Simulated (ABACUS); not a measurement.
**A series of single points on MgTe**

System: MgTe (F-43m, 2 atoms in the cell).
Method: Kohn-Sham DFT of a periodic cell, PBE, PseudoDojo NC SR 0.4.1 PBE standard, no spin polarisation (ABACUS 3.10.1).

The 7 runs differ only in the geometry, by an even scaling of the cell at fixed fractional positions. The structure derives from a Materials Project entry.

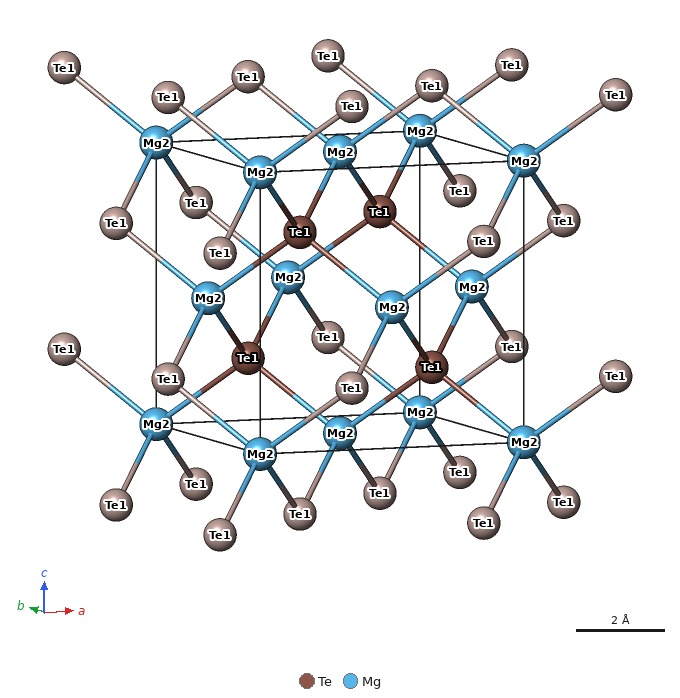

Figure 1. The structure of run 4 (ball-and-stick view of the cell 4 times as large as that of the calculation, set on its symmetry axes, seen slightly off an axis; neighbours outside the cell are drawn fainter; atoms are numbered from 1 in the order of the input).

**The input of run 4**
```
INPUT_PARAMETERS
suffix              MgTe
calculation         scf
basis_type          lcao
pseudo_dir          ./
orbital_dir         ./
symmetry            1
dft_functional      pbe
ecutwfc             100
pseudo_rcut         10
nspin               1
nbands              17
ks_solver           genelpa
smearing_method     fd
smearing_sigma      0.00367493
scf_thr             1e-07
scf_nmax            100
mixing_type         broyden
mixing_beta         0.7
cal_force           1
cal_stress          1
out_mul             1
```

**File STRU of run 4**
```
ATOMIC_SPECIES
Te 127.6000 Te.upf
Mg 24.3050 Mg.upf

NUMERICAL_ORBITAL
Te_confined-atom_8au_2s2p2d.orb
Mg_confined-atom_8au_3s2p1d.orb

LATTICE_CONSTANT
1.8897261246

LATTICE_VECTORS
0.0000000000 3.2319988239 3.2319988239
3.2319988239 0.0000000000 3.2319988239
3.2319988239 3.2319988239 0.0000000000

ATOMIC_POSITIONS
Direct

Te
0.0
1
0.2500000000 0.2500000000 0.2500000000 1 1 1

Mg
0.0
1
0.0000000000 0.0000000000 0.0000000000 1 1 1
```

**File KPT of run 4**
```
K_POINTS
0
Gamma
7 7 7 0 0 0
```

Command:
```bash
OMP_NUM_THREADS=1 mpirun -np 4 abacus > log
```

Lattice vectors (Å) and fractional positions of run 4:
```
   0.000000    3.231999    3.231999
   3.231999    0.000000    3.231999
   3.231999    3.231999    0.000000
Te  0.250000  0.250000  0.250000
Mg  0.000000  0.000000  0.000000
```

Run 2 differs from it as follows:
```diff
-0.0000000000 3.2319988239 3.2319988239
-3.2319988239 0.0000000000 3.2319988239
-3.2319988239 3.2319988239 0.0000000000
+0.0000000000 3.1883178095 3.1883178095
+3.1883178095 0.0000000000 3.1883178095
+3.1883178095 3.1883178095 0.0000000000
```

**Results, with one run withheld**

| run | volume per atom (Å³) | free energy per atom, from the lowest run given (meV) | pressure (GPa) | gap on the mesh (eV) |
| --- | --- | --- | --- | --- |
| 1 | 31.735 | 37.84 | 4.00 | 2.80 |
| 2 | 32.410 | ? | ? | ? |
| 3 | 33.086 | 12.36 | 2.13 | 2.60 |
| 4 | 33.761 | 5.19 | 1.33 | 2.50 |
| 5 | 34.436 | 1.01 | 0.60 | 2.41 |
| 6 | 35.111 | 0.00 | −0.06 | 2.32 |
| 7 | 35.787 | 1.51 | −0.66 | 2.23 |

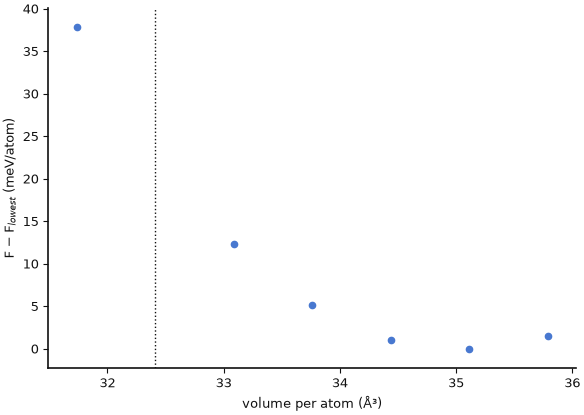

Figure 2. Free energy per atom of the runs given; the dotted line marks run 2.

What should run 2 give?

A cubic polynomial in V^(−2/3) (the Birch–Murnaghan form), fitted to the 6 runs given, misses them by at most 0.07 meV per atom. With x = V^(−2/3) − 0.09539 Å⁻², it reads F = 3.7347 + 3755.2 x + 9.2911e+05 x² − 1.1749e+06 x³ (meV per atom). At run 2 it gives 23.18 meV per atom, and the run itself gives 23.09. The slope of the fit gives a pressure −dF/dV of 3.01 GPa there, and the run prints 3.01 GPa. The fit has its minimum at 35.046 Å³ per atom, where V d²F/dV² gives 33.2 GPa: the bulk modulus at this level, since symmetry fixes the shape and the positions. The gap on the mesh goes, without turning, from 2.80 eV in run 1 to 2.23 eV in run 7; run 2 has 2.70 eV. These are gaps of this functional on this mesh, which can miss the band edges; they aren't the measured gap.

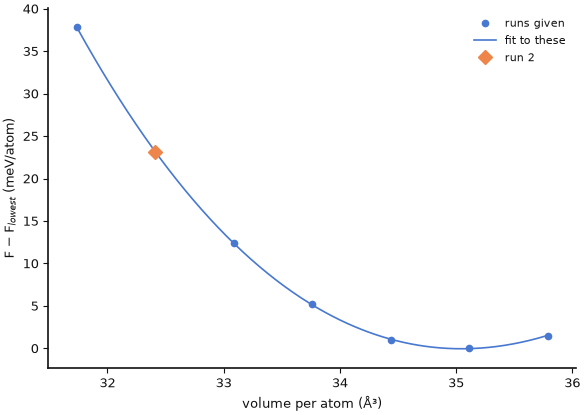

Figure 3. The fit and the withheld run.

**Some lines of the output (run 2)**
```
[...]
 E_Fermi        0.3964973468         5.3946231585
 E_Fermi        0.4490340328         6.1094214414
 E_Fermi        0.4498339876         6.1203053854
 E_Fermi        0.4507664293         6.1329919061
 E_Fermi        0.4510128984         6.1363452903
 E_Fermi        0.4510938800         6.1374471008
 E_Fermi        0.4511003270         6.1375348164
 E_Fermi        0.4510997326         6.1375267292
 E_KS(sigma->0) -328.6174092229      -4471.0692274294
 E_Fermi        0.4510994367         6.1375227043
 final etot is -4471.0692274 eV
 EFERMI = 6.1375227043 eV
 TOTAL-PRESSURE: 30.146092 KBAR
 !FINAL_ETOT_IS -4471.0692274293833179 eV
```

Notes: Points of doubt noted for this run: home made orbitals.
